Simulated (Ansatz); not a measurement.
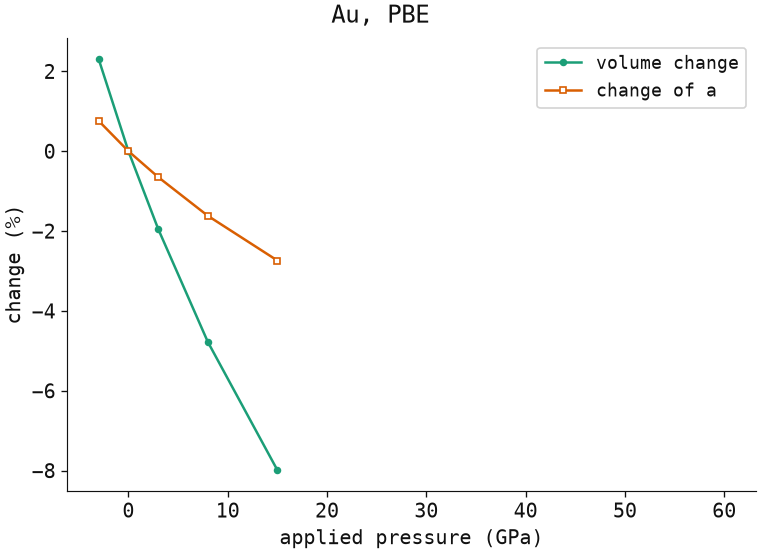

The picture above shows the volume change and change of a against applied pressure for Au, space group Fm-3m (No. 225).

Starting cell:
```cif
data_structure
_symmetry_space_group_name_H-M 'P 1'
_symmetry_Int_Tables_number 1
_cell_length_a 2.9400
_cell_length_b 2.9400
_cell_length_c 2.9400
_cell_angle_alpha 60.000
_cell_angle_beta 60.000
_cell_angle_gamma 60.000
_cell_volume 17.97
loop_
_atom_site_label
_atom_site_type_symbol
_atom_site_fract_x
_atom_site_fract_y
_atom_site_fract_z
_atom_site_occupancy
Au1 Au 0.00000 0.00000 0.00000 1
```

How it was computed, with Ansatz 0.2.0: volume, enthalpy and cell of a crystal along a series of hydrostatic pressures at zero temperature, keeping its symmetry; changes are against the given cell; the k mesh follows the cell and the gap; plane waves with PAW datasets, Γ-centred k mesh. Level: PBE, no spin polarisation.

wave cutoff 420 eV; occupations Gaussian; k mesh at zero pressure 18×18×18; smearing width at zero pressure 0.1 eV.

The change of b equals the change of a; the change of c equals the change of a.

The points at applied pressure 30 GPa and 60 GPa are left out of the plot. What values does the calculation give there?

```tsv
applied pressure (GPa)	volume change (%)	change of a (%)
30	-13.15	-4.59
60	-20.04	-7.19
```
